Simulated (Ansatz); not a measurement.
System: FeCo$_{3}$.

```
Fe Co
1.0
     3.53570    0.00000    0.00000
     0.00000    3.53570    0.00000
     0.00000    0.00000    3.53570
Fe Co
1 3
Direct
  0.00000 0.00000 0.00000
  0.50000 0.50000 0.00000
  0.50000 0.00000 0.50000
  0.00000 0.50000 0.50000
```

Space group Pm-3m; a structure from a database of computed crystals, not necessarily the ambient phase; computed pressure about −25 GPa in this cell; computed without spin polarisation.

All numbers below come from Ansatz 0.2.0, DFT r2SCAN, scalar-relativistic, plane waves, PAW.

Question: What can the converged valence pseudo-density and electron localisation function tell about the bonding?

Answer: Fe–Co (2.50 Å): ρ at the midpoint is about 0.34 e/Å³; the ELF is about 0.30 at the midpoint: no localised pair shows between them.

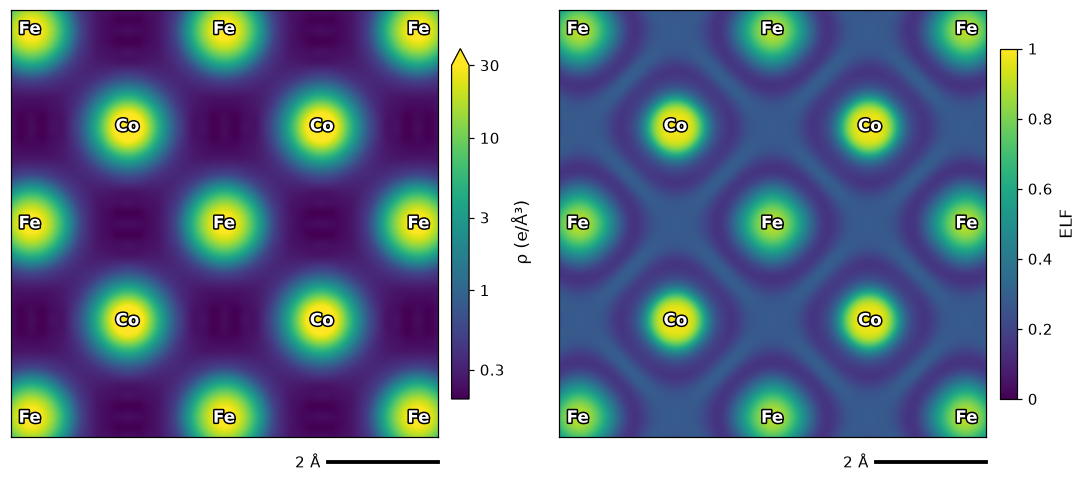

Computed valence pseudo-density and electron localisation function on the (001) plane of the conventional cell, in this order. 

In a PAW calculation such maps are meaningful between the atoms, not at the nuclei.
